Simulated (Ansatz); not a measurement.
Geometry relaxation, with input and output: TaN (part 2 of 3)

Continued. System: TaN (P6₃mc, 4 atoms in the cell). Method: DFT PBE+D3(BJ), scalar-relativistic, plane waves, PAW, no spin polarisation (Ansatz 0.2.0); cutoff 420 eV, 6×6×4 k-mesh, Gaussian smearing of 0.1 eV. The structure derives from an entry of the Crystallography Open Database.

Geometry of the input (Å; fractional positions):
```
3.0500  0.0000  0.0000
-1.5250  2.6414  0.0000
0.0000  0.0000  4.9400
Ta 0.3333  0.6667  0.0000
Ta 0.6667  0.3333  0.5000
N  0.3333  0.6667  0.3850
N  0.6667  0.3333  0.8850
```

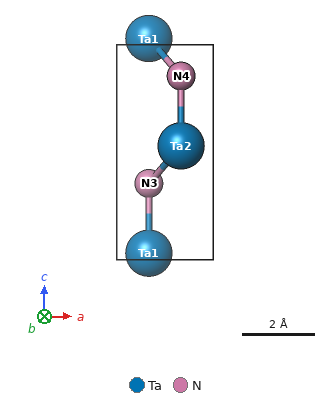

Figure 1. The geometry at step 10 of the log (ball-and-stick view of the cell of the calculation, along the b axis; atoms are numbered from 1 in the order of the input).

### Log, continued
```
SCF iter   1: F=—  HF=-20636.907528 eV  |F-HF|=—  |Δ(HF+E_count)|=         —  Δρ=5.19e-3  dr2=1.34e-2  ethr=3.46e-5  ⟨swp⟩=1.4  Hψ=2648  notcnv=0
preconditioner: auto → Resta (q_TF=auto, 2.575 Å⁻¹)  ε∞=8.1  [insulator: Δε(μ)=0.174 eV  Ē_g=8.733 eV  σ=0.100 eV  W_gap=0.53  n_scr=22 (ndim 8)  ℏωp=23.3 eV  f_vac=0.000  D(μ)=0.39/eV (n_scr^D=2)  ε∞_Penn≈8.1]
SCF iter   2: F=—  HF=-20636.904476 eV  |F-HF|=—  |Δ(HF+E_count)|=   3.05e-3  Δρ=1.75e-3  dr2=1.60e-3  ethr=3.46e-5  ⟨swp⟩=2.0  Hψ=609  notcnv=0
SCF iter   3: F=—  HF=-20636.904051 eV  |F-HF|=—  |Δ(HF+E_count)|=   4.26e-4  Δρ=4.51e-4  dr2=9.93e-5  ethr=4.45e-6  ⟨swp⟩=2.0  Hψ=633  notcnv=0
SCF iter   4: F=—  HF=-20636.903953 eV  |F-HF|=—  |Δ(HF+E_count)|=   9.81e-5  Δρ=8.22e-5  dr2=2.79e-6  ethr=2.76e-7  ⟨swp⟩=2.1  Hψ=669  notcnv=0
iter 5 did not close the SCF: its close was put off for the readings that it lacked (scf_convergence_deferred on its scf_iter line)
SCF iter   5: F=-20636.903953 eV  HF=-20636.903953 eV  |F-HF|=1.30e-8  |Δ(HF+E_count)|=   6.04e-7  Δρ=1.75e-5  dr2=1.19e-7  ethr=7.74e-9  ⟨swp⟩=2.0  Hψ=632  notcnv=0
SCF iter   6: F=-20636.903953 eV  HF=-20636.903953 eV  |F-HF|=1.36e-9  |Δ(HF+E_count)|=   1.97e-8  Δρ=3.00e-6  dr2=4.51e-9  ethr=3.32e-10  ⟨swp⟩=2.4  Hψ=1644  notcnv=0
SCF 7 converged in 6 iterations: F = -20636.903953 eV  dr2 = 4.51e-9
relax step   7: F+E_penalty+E_count = -20636.90395313 eV  Δ(F+E_penalty+E_count) = -2.503e-2 eV  max|allowed force component| = 2.081e-1 eV/Å  Δτ_max = 0.0023 Å  P = +0.825 GPa  Ω = 50.902 Å³  energy of the carried Pulay correction = -3.055e-2 eV  (6 SCF iters, dr2 threshold 4.00e-7 eV, accepted)
Crystal: 4 atoms, lattice volume = 51.066 Å³
iter 1 solved again at ethr=9.87e-7 eV; its pass at ethr=3.10e-3 eV (dr2=3.55e-4 eV) is discarded
SCF iter   1: F=—  HF=-20636.905433 eV  |F-HF|=—  |Δ(HF+E_count)|=         —  Δρ=8.94e-4  dr2=3.64e-4  ethr=9.87e-7  ⟨swp⟩=2.0  Hψ=2628  notcnv=0
preconditioner: auto → Resta (q_TF=auto, 2.574 Å⁻¹)  ε∞=8.2  [insulator: Δε(μ)=0.146 eV  Ē_g=8.679 eV  σ=0.100 eV  W_gap=0.51  n_scr=22 (ndim 8)  ℏωp=23.2 eV  f_vac=0.000  D(μ)=0.40/eV (n_scr^D=2)  ε∞_Penn≈8.2]
SCF iter   2: F=—  HF=-20636.905284 eV  |F-HF|=—  |Δ(HF+E_count)|=   1.49e-4  Δρ=3.39e-4  dr2=4.94e-5  ethr=9.87e-7  ⟨swp⟩=2.0  Hψ=606  notcnv=0
SCF iter   3: F=—  HF=-20636.905269 eV  |F-HF|=—  |Δ(HF+E_count)|=   1.47e-5  Δρ=7.73e-5  dr2=2.46e-6  ethr=1.37e-7  ⟨swp⟩=2.0  Hψ=608  notcnv=0
iter 4 did not close the SCF: its close was put off for the readings that it lacked (scf_convergence_deferred on its scf_iter line)
SCF iter   4: F=-20636.905268 eV  HF=-20636.905268 eV  |F-HF|=5.00e-9  |Δ(HF+E_count)|=   5.92e-7  Δρ=1.51e-5  dr2=9.97e-8  ethr=6.84e-9  ⟨swp⟩=2.0  Hψ=623  notcnv=0
iter 5 did not close the SCF: its close was put off for the readings that it lacked (scf_convergence_deferred on its scf_iter line)
SCF iter   5: F=-20636.905268 eV  HF=-20636.905268 eV  |F-HF|=4.73e-10  |Δ(HF+E_count)|=   6.82e-9  Δρ=3.04e-6  dr2=4.00e-9  ethr=2.77e-10  ⟨swp⟩=2.0  Hψ=626  notcnv=0
SCF iter   6: F=-20636.905268 eV  HF=-20636.905268 eV  |F-HF|=3.64e-12  |Δ(HF+E_count)|=  4.84e-10  Δρ=4.46e-7  dr2=1.12e-10  ethr=1.11e-11  ⟨swp⟩=1.1  Hψ=1239  notcnv=0
SCF 8 converged in 6 iterations: F = -20636.905268 eV  dr2 = 1.12e-10
relax step   8: F+E_penalty+E_count = -20636.90526826 eV  Δ(F+E_penalty+E_count) = -1.315e-3 eV  max|allowed force component| = 1.218e-1 eV/Å  Δτ_max = 0.0005 Å  P = -0.336 GPa  Ω = 51.066 Å³  energy of the carried Pulay correction = -3.095e-2 eV  (6 SCF iters, dr2 threshold 4.00e-7 eV, accepted)
Crystal: 4 atoms, lattice volume = 50.953 Å³
iter 1 solved again at ethr=3.89e-7 eV; its pass at ethr=3.10e-3 eV (dr2=1.40e-4 eV) is discarded
SCF iter   1: F=—  HF=-20636.906474 eV  |F-HF|=—  |Δ(HF+E_count)|=         —  Δρ=6.25e-4  dr2=1.69e-4  ethr=3.89e-7  ⟨swp⟩=2.0  Hψ=2623  notcnv=0
preconditioner: auto → Kerker (q_TF=auto, 2.575 Å⁻¹)  [metal: Δε(μ)=0.113 eV  Ē_g=8.683 eV  σ=0.100 eV  W_gap=0.45  n_scr=22 (ndim 8)  ℏωp=23.3 eV  f_vac=0.000  D(μ)=0.42/eV (n_scr^D=2)]
SCF iter   2: F=—  HF=-20636.906364 eV  |F-HF|=—  |Δ(HF+E_count)|=   1.11e-4  Δρ=3.39e-4  dr2=5.36e-5  ethr=3.89e-7  ⟨swp⟩=2.2  Hψ=601  notcnv=0
SCF iter   3: F=—  HF=-20636.906346 eV  |F-HF|=—  |Δ(HF+E_count)|=   1.77e-5  Δρ=1.09e-4  dr2=6.70e-6  ethr=1.49e-7  ⟨swp⟩=2.0  Hψ=671  notcnv=0
SCF iter   4: F=—  HF=-20636.906345 eV  |F-HF|=—  |Δ(HF+E_count)|=   1.57e-6  Δρ=3.34e-5  dr2=4.99e-7  ethr=1.86e-8  ⟨swp⟩=2.0  Hψ=639  notcnv=0
SCF iter   5: F=-20636.906345 eV  HF=-20636.906345 eV  |F-HF|=1.46e-8  |Δ(HF+E_count)|=   1.70e-8  Δρ=9.05e-6  dr2=3.64e-8  ethr=1.11e-9  ⟨swp⟩=4.2  Hψ=1545  notcnv=0
SCF 9 converged in 5 iterations: F = -20636.906345 eV  dr2 = 3.64e-8
relax step   9: F+E_penalty+E_count = -20636.90634463 eV  Δ(F+E_penalty+E_count) = -1.076e-3 eV  max|allowed force component| = 5.374e-3 eV/Å  Δτ_max = 0.0014 Å  P = +0.095 GPa  Ω = 50.953 Å³  energy of the carried Pulay correction = -3.067e-2 eV  (5 SCF iters, dr2 threshold 4.00e-7 eV, accepted)
Basis set: ecut = 420 eV, 1005 PW (Γ), exchange–correlation on 48×48×90 points (8 copies of the dense FFT grid, shifted against one another)
Initial wavefunctions: pseudopotential atomic-orbital guess (no wavefunctions were taken with the density)
iter 1 solved again at ethr=5.48e-6 eV; its pass at ethr=3.10e-3 eV (dr2=1.97e-3 eV) is discarded
SCF iter   1: F=—  HF=-20637.086403 eV  |F-HF|=—  |Δ(HF+E_count)|=         —  Δρ=4.17e-3  dr2=2.05e-3  ethr=5.48e-6  ⟨swp⟩=2.1  Hψ=2851  notcnv=0
preconditioner: auto → Kerker (q_TF=auto, 2.575 Å⁻¹)  [metal: Δε(μ)=0.127 eV  Ē_g=8.695 eV  σ=0.100 eV  W_gap=0.47  n_scr=22 (ndim 8)  ℏωp=23.3 eV  f_vac=0.000  D(μ)=0.39/eV (n_scr^D=2)]
SCF iter   2: F=—  HF=-20637.087768 eV  |F-HF|=—  |Δ(HF+E_count)|=   1.37e-3  Δρ=1.97e-3  dr2=2.83e-4  ethr=5.48e-6  ⟨swp⟩=2.0  Hψ=646  notcnv=0
SCF iter   3: F=—  HF=-20637.088355 eV  |F-HF|=—  |Δ(HF+E_count)|=   5.87e-4  Δρ=8.34e-4  dr2=5.24e-5  ethr=7.85e-7  ⟨swp⟩=2.4  Hψ=638  notcnv=0
SCF iter   4: F=—  HF=-20637.088475 eV  |F-HF|=—  |Δ(HF+E_count)|=   1.19e-4  Δρ=2.73e-5  dr2=2.58e-7  ethr=1.46e-7  ⟨swp⟩=2.0  Hψ=651  notcnv=0
SCF iter   5: F=—  HF=-20637.088475 eV  |F-HF|=—  |Δ(HF+E_count)|=   5.12e-7  Δρ=5.89e-6  dr2=2.14e-8  ethr=7.17e-10  ⟨swp⟩=2.2  Hψ=811  notcnv=0
SCF iter   6: F=-20637.088475 eV  HF=-20637.088475 eV  |F-HF|=6.15e-10  |Δ(HF+E_count)|=  7.35e-10  Δρ=1.81e-6  dr2=1.79e-9  ethr=1.11e-11  ⟨swp⟩=5.0  Hψ=1639  notcnv=0
SCF 10 converged in 6 iterations: F = -20637.088475 eV  dr2 = 1.79e-9
relax step  10: F+E_penalty+E_count = -20637.08847541 eV  Δ(F+E_penalty+E_count) = -1.821e-1 eV  max|allowed force component| = 1.699e-2 eV/Å  Δτ_max = 0.0000 Å  P = +3.473 GPa  Ω = 50.953 Å³  stress off target by 6.85e0 GPa  SCF on the basis re-selected at this cell (its energy is not comparable with the rows above)  (6 SCF iters)
basis re-selected at this cell: Δ(F+E_penalty+E_count) = -1.821e-1 eV, ΔP = +3.378 GPa vs the last step (what re-selecting the basis moved, of the pressure what is left beyond the Pulay correction that the steps carried, after the strain that the cell walked since its last selection, with what the two solves' SCF thresholds leave and, on support functions, any second-order correction that the steps lacked; it is no measure of the basis error at this ecutwfc). The dense FFT grid was sized anew with the basis: this SCF ran on 24×24×45 points, the steps before it on 24×24×36, so part of this shift can come from that change (see relax.cell in the input reference). This SCF's stress stands 6.85e0 GPa from its target on what of the cell is left free (relax.cell.stress_tol is 5.00e-1 GPa) and its largest allowed force component is 1.70e-2 eV/Å (relax.f_tol is 5.00e-2 eV/Å): not within both, so this SCF does not close the relaxation
Crystal: 4 atoms, lattice volume = 51.404 Å³
iter 1 solved again at ethr=1.24e-5 eV; its pass at ethr=3.10e-3 eV (dr2=4.47e-3 eV) is discarded
SCF iter   1: F=—  HF=-20637.100971 eV  |F-HF|=—  |Δ(HF+E_count)|=         —  Δρ=2.97e-3  dr2=4.63e-3  ethr=1.24e-5  ⟨swp⟩=1.5  Hψ=2846  notcnv=0
preconditioner: auto → Resta (q_TF=auto, 2.571 Å⁻¹)  ε∞=8.3  [insulator: Δε(μ)=0.277 eV  Ē_g=8.587 eV  σ=0.100 eV  W_gap=0.58  n_scr=22 (ndim 8)  ℏωp=23.2 eV  f_vac=0.000  D(μ)=0.43/eV (n_scr^D=2)  ε∞_Penn≈8.3]
SCF iter   2: F=—  HF=-20637.099956 eV  |F-HF|=—  |Δ(HF+E_count)|=   1.02e-3  Δρ=1.09e-3  dr2=6.26e-4  ethr=1.24e-5  ⟨swp⟩=2.0  Hψ=582  notcnv=0
SCF iter   3: F=—  HF=-20637.099788 eV  |F-HF|=—  |Δ(HF+E_count)|=   1.68e-4  Δρ=2.84e-4  dr2=3.94e-5  ethr=1.74e-6  ⟨swp⟩=2.0  Hψ=618  notcnv=0
SCF iter   4: F=—  HF=-20637.099775 eV  |F-HF|=—  |Δ(HF+E_count)|=   1.30e-5  Δρ=3.95e-5  dr2=7.03e-7  ethr=1.09e-7  ⟨swp⟩=2.2  Hψ=663  notcnv=0
iter 5 did not close the SCF: its close was put off for the readings that it lacked (scf_convergence_deferred on its scf_iter line)
SCF iter   5: F=-20637.099775 eV  HF=-20637.099775 eV  |F-HF|=6.44e-9  |Δ(HF+E_count)|=   1.17e-7  Δρ=7.77e-6  dr2=3.29e-8  ethr=1.95e-9  ⟨swp⟩=2.0  Hψ=653  notcnv=0
SCF iter   6: F=-20637.099775 eV  HF=-20637.099775 eV  |F-HF|=1.49e-10  |Δ(HF+E_count)|=   1.20e-8  Δρ=1.39e-6  dr2=9.93e-10  ethr=9.13e-11  ⟨swp⟩=2.2  Hψ=1453  notcnv=0
SCF 11 converged in 6 iterations: F = -20637.099775 eV  dr2 = 9.93e-10
relax step  11: F+E_penalty+E_count = -20637.09977489 eV  Δ(F+E_penalty+E_count) = -1.130e-2 eV  max|allowed force component| = 1.064e-2 eV/Å  Δτ_max = 0.0045 Å  P = +0.316 GPa  Ω = 51.404 Å³  energy of the carried Pulay correction = -1.182e-3 eV  (6 SCF iters, dr2 threshold 4.00e-7 eV, accepted)
Crystal: 4 atoms, lattice volume = 51.412 Å³
iter 1 solved again at ethr=2.66e-7 eV; its pass at ethr=3.10e-3 eV (dr2=9.57e-5 eV) is discarded
SCF iter   1: F=—  HF=-20637.100017 eV  |F-HF|=—  |Δ(HF+E_count)|=         —  Δρ=4.81e-4  dr2=1.11e-4  ethr=2.66e-7  ⟨swp⟩=2.6  Hψ=2747  notcnv=0
preconditioner: auto → Resta (q_TF=auto, 2.571 Å⁻¹)  ε∞=8.3  [insulator: Δε(μ)=0.317 eV  Ē_g=8.590 eV  σ=0.100 eV  W_gap=0.60  n_scr=22 (ndim 8)  ℏωp=23.2 eV  f_vac=0.000  D(μ)=0.45/eV (n_scr^D=2)  ε∞_Penn≈8.3]
SCF iter   2: F=—  HF=-20637.099994 eV  |F-HF|=—  |Δ(HF+E_count)|=   2.32e-5  Δρ=2.15e-4  dr2=2.10e-5  ethr=2.66e-7  ⟨swp⟩=2.3  Hψ=631  notcnv=0
SCF iter   3: F=—  HF=-20637.099988 eV  |F-HF|=—  |Δ(HF+E_count)|=   6.05e-6  Δρ=4.46e-5  dr2=1.13e-6  ethr=5.83e-8  ⟨swp⟩=2.3  Hψ=670  notcnv=0
iter 4 did not close the SCF: its close was put off for the readings that it lacked (scf_convergence_deferred on its scf_iter line)
SCF iter   4: F=-20637.099988 eV  HF=-20637.099988 eV  |F-HF|=7.71e-9  |Δ(HF+E_count)|=   3.18e-7  Δρ=7.42e-6  dr2=2.47e-8  ethr=3.15e-9  ⟨swp⟩=2.2  Hψ=667  notcnv=0
iter 5 did not close the SCF: its close was put off for the readings that it lacked (scf_convergence_deferred on its scf_iter line)
SCF iter   5: F=-20637.099988 eV  HF=-20637.099988 eV  |F-HF|=5.82e-11  |Δ(HF+E_count)|=   3.97e-9  Δρ=1.24e-6  dr2=6.44e-10  ethr=6.87e-11  ⟨swp⟩=2.3  Hψ=695  notcnv=0
SCF iter   6: F=-20637.099988 eV  HF=-20637.099988 eV  |F-HF|=7.28e-12  |Δ(HF+E_count)|=  9.09e-11  Δρ=2.23e-7  dr2=2.25e-11  ethr=1.79e-12  ⟨swp⟩=1.1  Hψ=1341  notcnv=0
SCF 12 converged in 6 iterations: F = -20637.099988 eV  dr2 = 2.25e-11
relax step  12: F+E_penalty+E_count = -20637.09998790 eV  Δ(F+E_penalty+E_count) = -2.130e-4 eV  max|allowed force component| = 1.486e-4 eV/Å  Δτ_max = 0.0010 Å  P = +0.090 GPa  Ω = 51.412 Å³  energy of the carried Pulay correction = -1.210e-3 eV  (6 SCF iters, dr2 threshold 4.00e-7 eV, accepted)
iter 1 solved again at ethr=1.13e-8 eV; its pass at ethr=3.10e-3 eV (dr2=4.06e-6 eV) is discarded
SCF iter   1: F=—  HF=-20637.101248 eV  |F-HF|=—  |Δ(HF+E_count)|=         —  Δρ=1.52e-4  dr2=5.86e-7  ethr=1.13e-8  ⟨swp⟩=3.6  Hψ=3545  notcnv=0
preconditioner: auto → Resta (q_TF=auto, 2.571 Å⁻¹)  ε∞=8.3  [insulator: Δε(μ)=0.318 eV  Ē_g=8.592 eV  σ=0.100 eV  W_gap=0.60  n_scr=22 (ndim 8)  ℏωp=23.2 eV  f_vac=0.000  D(μ)=0.45/eV (n_scr^D=2)  ε∞_Penn≈8.3]
SCF iter   2: F=—  HF=-20637.101275 eV  |F-HF|=—  |Δ(HF+E_count)|=   2.70e-5  Δρ=7.78e-5  dr2=1.41e-7  ethr=1.63e-9  ⟨swp⟩=2.3  Hψ=663  notcnv=0
iter 3 did not close the SCF: its close was put off for the readings that it lacked (scf_convergence_deferred on its scf_iter line)
SCF iter   3: F=-20637.101284 eV  HF=-20637.101284 eV  |F-HF|=3.09e-8  |Δ(HF+E_count)|=   9.37e-6  Δρ=5.36e-6  dr2=1.07e-9  ethr=3.90e-10  ⟨swp⟩=2.1  Hψ=642  notcnv=0
iter 4 did not close the SCF: its close was put off for the readings that it lacked (scf_convergence_deferred on its scf_iter line)
SCF iter   4: F=-20637.101284 eV  HF=-20637.101284 eV  |F-HF|=3.60e-10  |Δ(HF+E_count)|=   3.06e-8  Δρ=5.51e-7  dr2=2.82e-11  ethr=2.97e-12  ⟨swp⟩=2.0  Hψ=726  notcnv=0
iter 5 did not close the SCF: its close was put off for the readings that it lacked (scf_convergence_deferred on its scf_iter line)
SCF iter   5: F=-20637.101284 eV  HF=-20637.101284 eV  |F-HF|=7.28e-12  |Δ(HF+E_count)|=  3.82e-10  Δρ=5.18e-8  dr2=1.11e-12  ethr=1.00e-12  ⟨swp⟩=1.0  Hψ=462  notcnv=0
iter 6 did not close the SCF: its close was put off for the readings that it lacked (scf_convergence_deferred on its scf_iter line)
SCF iter   6: F=-20637.101284 eV  HF=-20637.101284 eV  |F-HF|=3.64e-12  |Δ(HF+E_count)|=    0.00e0  Δρ=1.40e-8  dr2=1.25e-13  ethr=1.00e-12  ⟨swp⟩=1.0  Hψ=462  notcnv=0
SCF iter   7: F=-20637.101284 eV  HF=-20637.101284 eV  |F-HF|=1.09e-11  |Δ(HF+E_count)|=  3.64e-12  Δρ=4.92e-9  dr2=1.36e-14  ethr=1.00e-12  ⟨swp⟩=1.0  Hψ=1008  notcnv=0
SCF 13 converged in 7 iterations: F = -20637.101284 eV  dr2 = 1.36e-14
relax step  13: F+E_penalty+E_count = -20637.10128412 eV  Δ(F+E_penalty+E_count) = -1.296e-3 eV  max|allowed force component| = 2.936e-4 eV/Å  Δτ_max = 0.0000 Å  P = +0.097 GPa  Ω = 51.412 Å³  stress off target by 1.14e-1 GPa  SCF on the basis re-selected at this cell (its energy is not comparable with the rows above)  (7 SCF iters)
```

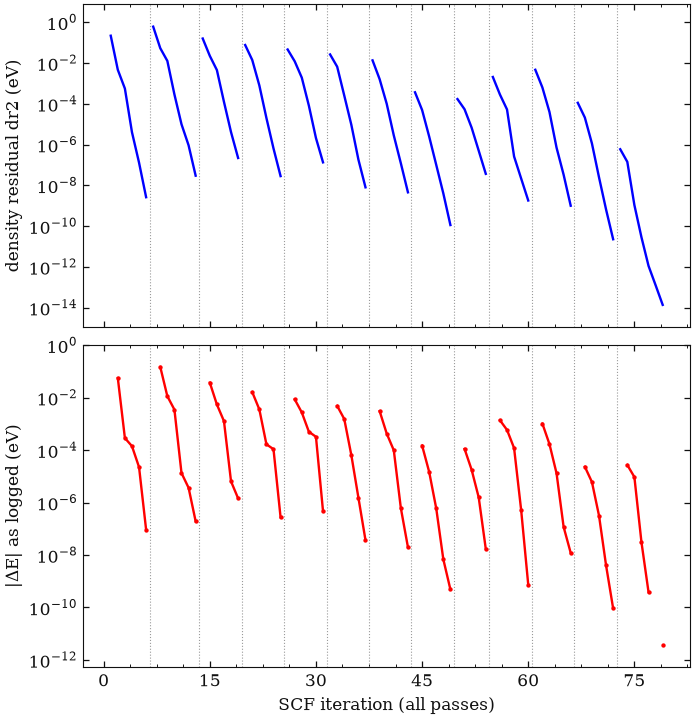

Figure 2. Convergence of the self-consistent field: density residual dr2 and size of the energy change against the SCF iteration. The dotted lines part the SCF passes of the relaxation: geometry steps, rejected trials and re-solves on a re-selected basis. The 13 passes take 5 to 7 iterations each, 79 in all.

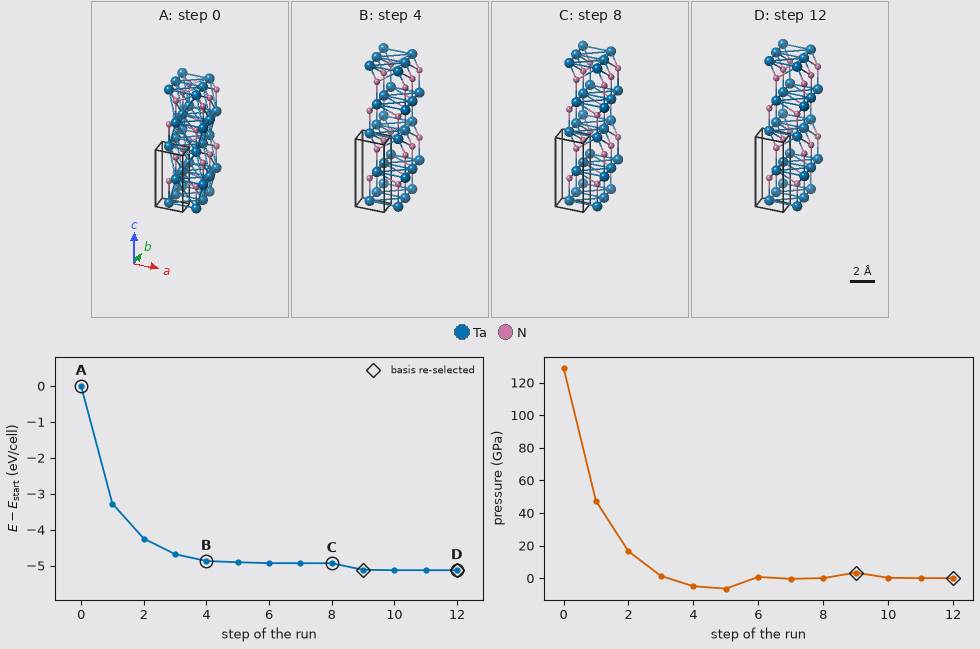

Figure 3. Frames of the relaxation (ball-and-stick view of the cell of the calculation, repeated 2 × 3 × 2, seen slightly off an axis) above the curves, on which the letters mark them (the first geometry is step 0 here and step 1 in the log).
